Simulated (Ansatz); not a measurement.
**W: one change and its effect**

System: W (I4/mmm, 1 atom in the cell).
Method of the first run: DFT, PBEsol, plane waves, PAW, no spin polarisation (Ansatz 0.2.0).

The structure derives from an entry of the Crystallography Open Database. Text and figures count atoms from 1; the logs count them from 0 in places.

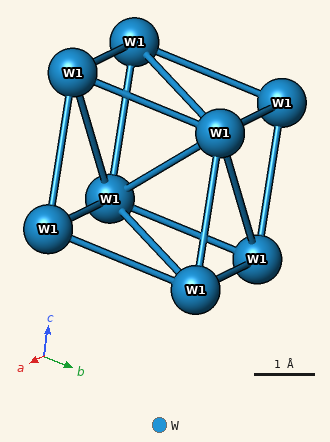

Fig. 1: The input geometry (ball-and-stick view of the reduced cell, seen slightly off an axis; atoms are numbered from 1 in the order of the input). An atom can appear more than once, as a periodic image.

## The input, the first run
```yaml
crystal:
  lattice:
    - [2.9525883191, -1.57e-08, 0.0003043912]
    - [-1.57e-08, 2.9525883191, 0.0003043912]
    - [1.4764897611, 1.4764897611, 1.694597805]
  atoms:
    - { symbol: W, position: [0.0, 0.0, 0.0] }
kpoints:
  mp_grid: { grid: [12, 12, 18] }
hamiltonian:
  xc: pbesol
scf:
  occupations: { method: gaussian, width: 0.1 }
output:
  forces: true
  eigenvalues: true
  stress: true
```

Launched with:
```bash
ansatz run input.yaml --threads 2 --pin off --max-ram 5120MiB --backend cpu --events-out ev --progress --plain --runs-dir out
```

Hardware: 2 threads of Intel Xeon (Sapphire Rapids), 32 GiB of memory available, shared host.

## Output, shortened to warnings, some set-up lines, iterations and results (the first run)
```
Basis set: ecut = 420 eV, 305 PW (Γ), exchange–correlation on 40×40×36 points (8 copies of the dense FFT grid, shifted against one another)
Symmetry: 4 space group operations
k-points: 710 of 2592
Initial density: superposition of atomic densities (neutral atoms: chi_scale 0, normalization atom), corrected by the library's trained network
[...]
SCF iter   1: F=—  HF=-10256.321378 eV  |F-HF|=—  |Δ(HF+E_count)|=         —  Δρ=4.12e-3  dr2=1.18e-3  ethr=1.77e-3  ⟨swp⟩=5.0  Hψ=41346  notcnv=0
SCF iter   2: F=—  HF=-10256.320807 eV  |F-HF|=—  |Δ(HF+E_count)|=   5.71e-4  Δρ=1.75e-3  dr2=1.53e-4  ethr=8.43e-6  ⟨swp⟩=2.2  Hψ=15619  notcnv=0  defer=2
SCF iter   3: F=—  HF=-10256.320811 eV  |F-HF|=—  |Δ(HF+E_count)|=   3.61e-6  Δρ=3.47e-4  dr2=5.56e-6  ethr=1.09e-6  ⟨swp⟩=2.1  Hψ=12560  notcnv=0  defer=2
SCF iter   4: F=—  HF=-10256.320811 eV  |F-HF|=—  |Δ(HF+E_count)|=   2.53e-7  Δρ=1.00e-4  dr2=2.98e-7  ethr=3.97e-8  ⟨swp⟩=2.5  Hψ=11141  notcnv=0  defer=2
SCF iter   5: F=-10256.320811 eV  HF=-10256.320811 eV  |F-HF|=4.14e-9  |Δ(HF+E_count)|=   2.13e-7  Δρ=6.95e-6  dr2=6.18e-9  ethr=2.13e-9  ⟨swp⟩=1.5  Hψ=9008  notcnv=0  defer=2
SCF iter   6: F=-10256.320811 eV  HF=-10256.320811 eV  |F-HF|=1.82e-12  |Δ(HF+E_count)|=   2.00e-9  Δρ=6.32e-7  dr2=2.18e-11  ethr=4.42e-11  ⟨swp⟩=2.2  Hψ=25775  notcnv=0
SCF 1 converged in 6 iterations: F = -10256.320811 eV  dr2 = 2.18e-11
SCF converged after 6 iterations
Free energy (F): -10256.320811 eV
Harris-Foulkes:  -10256.320811 eV  (|F-HF|=1.82e-12)
Internal energy: -10256.318563 eV  (E = F + TS)
E sigma→0 (E₀):  -10256.319687 eV
Entropy (-TS):   -0.002248 eV (-2.248 meV/atom)
Fermi energy:    24.274562 eV
--- Per-component energies (eV) ---
  E_band       = -57.997149
  E_kinetic    = 454.241672
  E_local      = -552.650795  (includes V_loc(G=0)·N_el)
  E_nonlocal   = 3.561170
  E_hartree    = 202.382050
  E_xc         = -266.581845
  E_vxc        = -240.403795  (∫ρ·V_xc dr)
  E_paw        = -8436.429215  (= ΣΔE_a)
  E_vpaw       = -127.509517  (= ΣTr[D̂ρ^β])
  E_aug_tail   = -0.000060  (compensation charges beyond the density's cutoff)
  E_ewald      = -1661.063333
  E_core_change = 0.221792  (= ΣΔE_core)
  E_smearing   = -0.002248  (= −TS)
  E_closure    = -0.000000  (closes the sum)
  Σ components = -10256.320811   (vs F -10256.320811, Δ=0.00e0)
--- Forces (eV/Å), atoms counted from 1 ---
  atom   1  W      0.00000000     0.00000000     0.00000000
  max |Σ_I F_I| component: 0.00e0 eV/Å
--- Stress (GPa, compression-positive) ---
       37.221606       0.037757      -0.008129
        0.037757      37.221606      -0.008129
       -0.008129      -0.008129      -0.020588
  P = ⅓ Tr σ = 24.8075 GPa (248.075 kbar)
```

For the second run the input was changed thus:
```diff
+basis:
+  ecutwfc: 420
```

How does the second run compare with the first run?

The energy doesn't change within 0.01 meV per atom. The number of SCF iterations is the same.

## Output, shortened to warnings, some set-up lines, iterations and results (the second run)
```
Basis set: ecut = 420 eV, 305 PW (Γ), exchange–correlation on 40×40×36 points (8 copies of the dense FFT grid, shifted against one another)
Symmetry: 4 space group operations
k-points: 710 of 2592
Initial density: superposition of atomic densities (neutral atoms: chi_scale 0, normalization atom), corrected by the library's trained network
[...]
SCF iter   1: F=—  HF=-10256.321378 eV  |F-HF|=—  |Δ(HF+E_count)|=         —  Δρ=4.12e-3  dr2=1.18e-3  ethr=1.77e-3  ⟨swp⟩=5.0  Hψ=41346  notcnv=0
SCF iter   2: F=—  HF=-10256.320807 eV  |F-HF|=—  |Δ(HF+E_count)|=   5.71e-4  Δρ=1.75e-3  dr2=1.53e-4  ethr=8.43e-6  ⟨swp⟩=2.2  Hψ=15619  notcnv=0  defer=2
SCF iter   3: F=—  HF=-10256.320811 eV  |F-HF|=—  |Δ(HF+E_count)|=   3.61e-6  Δρ=3.47e-4  dr2=5.56e-6  ethr=1.09e-6  ⟨swp⟩=2.1  Hψ=12560  notcnv=0  defer=2
SCF iter   4: F=—  HF=-10256.320811 eV  |F-HF|=—  |Δ(HF+E_count)|=   2.53e-7  Δρ=1.00e-4  dr2=2.98e-7  ethr=3.97e-8  ⟨swp⟩=2.5  Hψ=11141  notcnv=0  defer=2
SCF iter   5: F=-10256.320811 eV  HF=-10256.320811 eV  |F-HF|=4.14e-9  |Δ(HF+E_count)|=   2.13e-7  Δρ=6.95e-6  dr2=6.18e-9  ethr=2.13e-9  ⟨swp⟩=1.5  Hψ=9008  notcnv=0  defer=2
SCF iter   6: F=-10256.320811 eV  HF=-10256.320811 eV  |F-HF|=1.82e-12  |Δ(HF+E_count)|=   2.00e-9  Δρ=6.32e-7  dr2=2.18e-11  ethr=4.42e-11  ⟨swp⟩=2.2  Hψ=25775  notcnv=0
SCF 1 converged in 6 iterations: F = -10256.320811 eV  dr2 = 2.18e-11
SCF converged after 6 iterations
Free energy (F): -10256.320811 eV
Harris-Foulkes:  -10256.320811 eV  (|F-HF|=1.82e-12)
Internal energy: -10256.318563 eV  (E = F + TS)
E sigma→0 (E₀):  -10256.319687 eV
Entropy (-TS):   -0.002248 eV (-2.248 meV/atom)
Fermi energy:    24.274562 eV
--- Per-component energies (eV) ---
  E_band       = -57.997149
  E_kinetic    = 454.241672
  E_local      = -552.650795  (includes V_loc(G=0)·N_el)
  E_nonlocal   = 3.561170
  E_hartree    = 202.382050
  E_xc         = -266.581845
  E_vxc        = -240.403795  (∫ρ·V_xc dr)
  E_paw        = -8436.429215  (= ΣΔE_a)
  E_vpaw       = -127.509517  (= ΣTr[D̂ρ^β])
  E_aug_tail   = -0.000060  (compensation charges beyond the density's cutoff)
  E_ewald      = -1661.063333
  E_core_change = 0.221792  (= ΣΔE_core)
  E_smearing   = -0.002248  (= −TS)
  E_closure    = -0.000000  (closes the sum)
  Σ components = -10256.320811   (vs F -10256.320811, Δ=0.00e0)
--- Forces (eV/Å), atoms counted from 1 ---
  atom   1  W      0.00000000     0.00000000     0.00000000
  max |Σ_I F_I| component: 0.00e0 eV/Å
--- Stress (GPa, compression-positive) ---
       37.221606       0.037757      -0.008129
        0.037757      37.221606      -0.008129
       -0.008129      -0.008129      -0.020588
  P = ⅓ Tr σ = 24.8075 GPa (248.075 kbar)
```

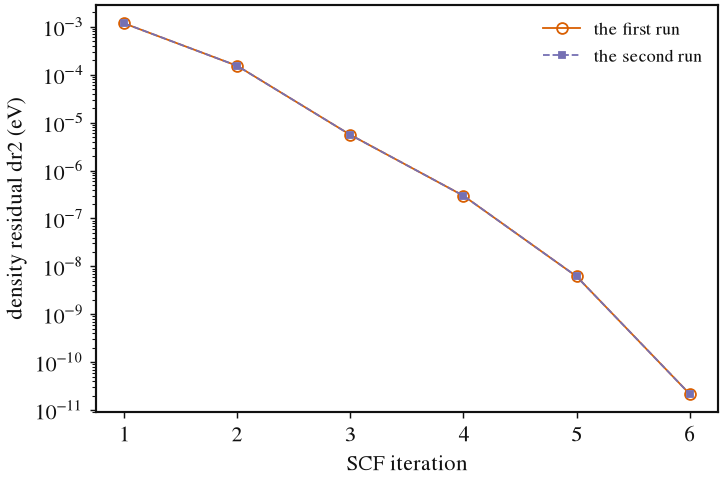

Fig. 2: Convergence of the two runs: density residual dr2 against the SCF iteration. The first run takes 6 iterations in all, and the second run takes 6.

## The two runs side by side

```csv
quantity,the first run,the second run
outcome,converged,converged
free energy per atom (eV),−10256.3208,−10256.3208
"energy per atom, smearing taken to zero (eV)",−10256.3197,−10256.3197
gap on the mesh (eV),0.00,0.00
pressure (GPa),24.81,24.81
largest force (eV/Å),0.000,0.000
SCF iterations,6,6
irreducible k-points,710,710
plane waves at Γ,305,305
wall time (shared host),2.4 s,2.4 s
```

For both runs: Spin–orbit coupling is left out, which matters for W.
